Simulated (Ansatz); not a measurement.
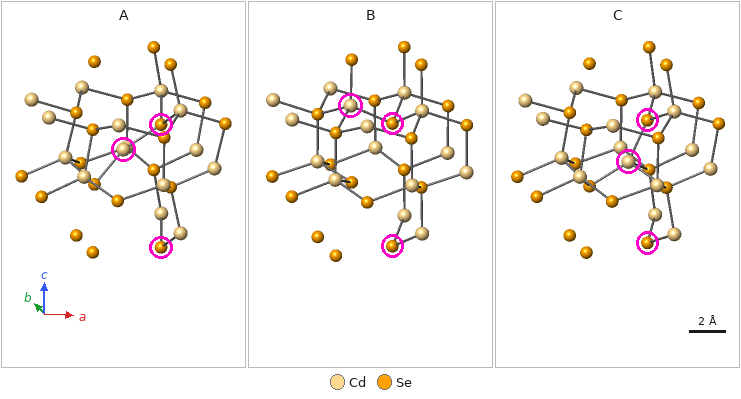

3 geometries from a converged minimum-energy path of a defect cell of composition Cd₇Se₈ with a Cd vacancy (15 atoms in the cell), shuffled. Style: ball-and-stick. Shown: the atoms within 6.3 Å of the middle of the path, slightly off an axis. The atoms that move most are ringed. Bonds to atoms that aren't drawn are left out.

Theory: Ansatz, DFT, PAW plane waves, PBE. Set-up: plane-wave cutoff 420 eV; k-point mesh 2 × 2 × 2; cold smearing 0.15 eV; 3 movable images; climbing image; force threshold 0.05 eV/Å; iteration limit 40.

Which frame is the top of the path?

Answer. A. In order along the path, whose images run from 0 to 4: B (image 0, 0.00 eV), A (image 2, +0.74 eV), C (image 3, +0.34 eV). A Cd atom travels furthest, 4.21 Å from end to end, along [2 1 −3], on a path that bends up to 0.63 Å away from the straight line. At the highest image its nearest neighbour (Se) is 2.52 Å away, against 2.65 Å at the start, and the surrounding atoms stand up to 1.01 Å off the mean of their end positions.

Limits of the set-up: the k-point mesh is coarse for a cell with partly filled bands; the periodic images lie only 7.1 Å apart, so the values are limited by the cell's size.
